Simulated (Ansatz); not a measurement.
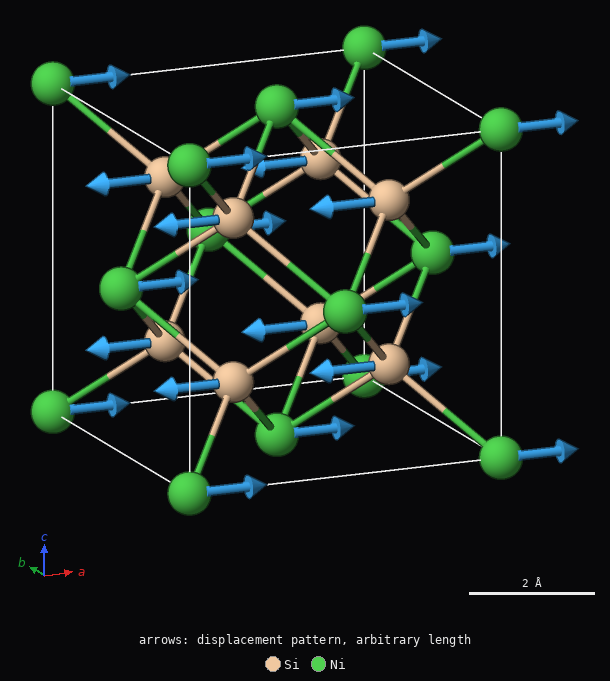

One vibrational mode of a crystal of Si$_{2}$Ni at the zone centre. Displacements are drawn as blue arrows; their common scale and sign are arbitrary. A ball-and-stick model of the conventional cell (4 times the calculation's cell), seen slightly off an axis. Lengths and directions refer to the drawn axes.

Method: DFT PBE, scalar-relativistic, plane waves, PAW in Ansatz 0.2.0.

Input file:
```yaml
crystal:
  lattice:
    - [0.0, 2.7235074906, 2.7235074906]
    - [2.7235074906, 0.0, 2.7235074906]
    - [2.7235074906, 2.7235074906, 0.0]
  atoms:
    - { symbol: Si, position: [0.25, 0.25, 0.25] }
    - { symbol: Si, position: [0.75, 0.75, 0.75] }
    - { symbol: Ni, position: [0.0, 0.0, 0.0] }
basis:
  ecutwfc: 420
kpoints:
  mp_grid: { grid: [14, 14, 14] }
hamiltonian:
  xc: pbe
scf:
  occupations: { method: fermi_dirac, width: 0.15 }
output:
  eigenvalues: true
phonons:
  method: dfpt
  eigenvectors: true
  qmesh: [2, 2, 2]
  temperatures: { t_max: 1000, t_step: 100 }
  qpath:
    path:
      - [[0.0, 0.0, 0.0], [0.5, 0.0, 0.5], [0.625, 0.25, 0.625]]
      - [[0.375, 0.375, 0.75], [0.0, 0.0, 0.0], [0.5, 0.5, 0.5], [0.5, 0.25, 0.75], [0.5, 0.0, 0.5]]
    npoints: 8
```

Command:
```bash
ansatz run input.yaml --threads 1 --pin off --max-ram 2560MiB --backend cpu --events-out ev --progress --plain --runs-dir out
```

The frequencies depend somewhat on the k-mesh and the smearing.

> Describe the mode and give its frequency.

This is the T₁u mode (triply degenerate; one member of the set is drawn) at 296 cm⁻¹, the lowest optical level, infrared-active by symmetry. The Si sublattice moves against the Ni sublattice, along a; the kinetic energy is shared as Si 51 %, Ni 49 %. The crystal is a metal, so free carriers screen the infrared response.
